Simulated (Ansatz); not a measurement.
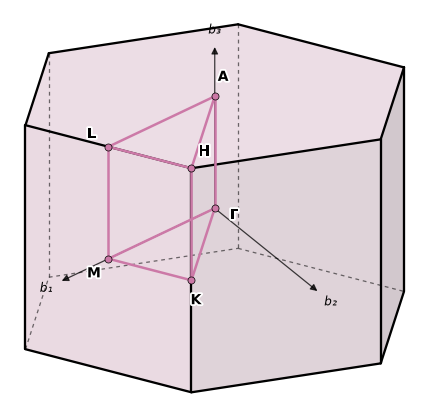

For SnO2, coordinates from a relaxation at fixed volume with DFT PBE+D3(BJ), scalar-relativistic, plane waves, PAW in Ansatz; the starting structure was generated, so it need not be a known form of this composition: the figure shows the first Brillouin zone with its special points and a band path. All values are computed from the atomic coordinates in the standard setting (tolerance 0.002 Å).

Labels and path follow the convention of Hinuma et al. (2017), as computed by seekpath; the arrows show the directions of the reciprocal primitive vectors b₁, b₂, b₃.

### Which Bravais lattice has this zone?

A primitive hexagonal lattice (hP; extended symbol hP2). The zone is a hexagonal prism in its combinatorial type: 8 faces (6 with 4 edges, 2 with 6 edges), 18 edges, 12 vertices.

### In which order does the conventional band path visit the special points?

Γ–M–K–Γ–A–L–H–A | L–M | H–K
